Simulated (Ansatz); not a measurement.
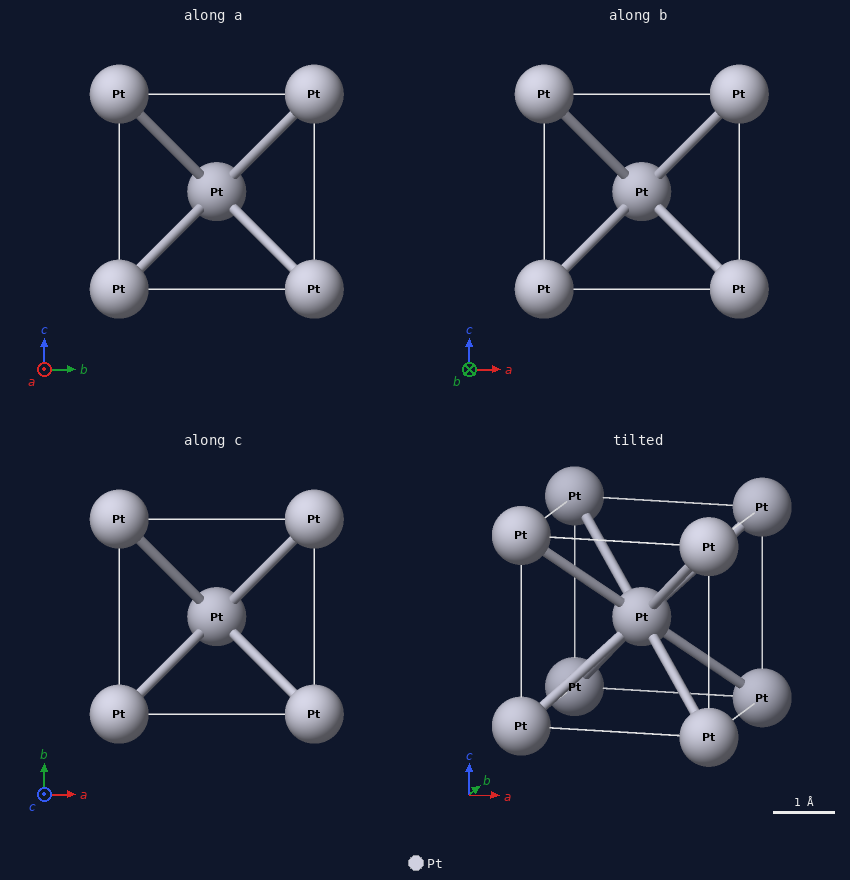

Ball-and-stick drawing of the structure, looking along the a axis, along the b axis, along the c axis and slightly off an axis. The conventional unit cell is drawn as a box.

Lattice parameters: a = 3.2217 Å, b = 3.2217 Å, c = 3.2217 Å, α = 90.000°, β = 90.000°, γ = 90.000°.

Question: Record the structure as a CIF with its space group and independent sites.

Answer:
```cif
data_structure
_symmetry_space_group_name_H-M 'I m -3 m'
_symmetry_Int_Tables_number 229
_cell_length_a 3.2217
_cell_length_b 3.2217
_cell_length_c 3.2217
_cell_angle_alpha 90.000
_cell_angle_beta 90.000
_cell_angle_gamma 90.000
_cell_volume 33.44
loop_
_atom_site_label
_atom_site_type_symbol
_atom_site_symmetry_multiplicity
_atom_site_Wyckoff_symbol
_atom_site_fract_x
_atom_site_fract_y
_atom_site_fract_z
_atom_site_occupancy
Pt1 Pt 2 a 0.0000 0.0000 0.0000 1
```

Origin of the cell: a structure type filled with this element by a generator (whether the element takes this form wasn't checked). Earlier steps of the study may have refined or changed the cell and positions. It went into a calculation with Ansatz.

At this level of theory the cell isn't at rest (stretched, at -16 GPa), so its distances can differ from those at equilibrium, the more so the softer the solid.
